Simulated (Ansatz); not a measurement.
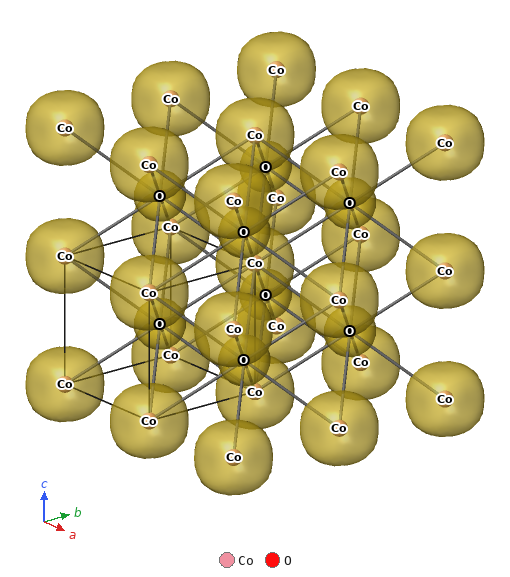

Figure. CoO. Isosurfaces of the magnetisation density (up minus down) at +0.3 (yellow) and −0.3 e/Å³ (cyan), seen at an oblique angle. Sticks mark near contacts.

Space group P4/mmm; a generated structure, not necessarily the stable one; built by placing these elements on a known structure type; computed pressure about 9 GPa in this cell; spin-polarised.

Computed with Ansatz, Kohn-Sham DFT of a periodic cell, PBE, Ansatz PAW.

```
Co O
1.0
     0.00000    2.57053    0.00000
     0.00000    0.00000    2.57053
     2.59623    0.00000    0.00000
Co O
1 1
Direct
  0.00000 0.00000 0.00000
  0.50000 0.50000 0.50000
```

Question: Where is the spin, and how is it ordered?

Answer: The spin density sits on Co: +2.5 μB in one cell of 2 atoms, with smaller moments on other sites: O (up to +0.47 μB): parallel moments (a ferromagnetic arrangement) in this solution. The cell of the calculation (2 atoms) carries 3.0 μB of net spin moment. Only one sign reaches the isovalue.
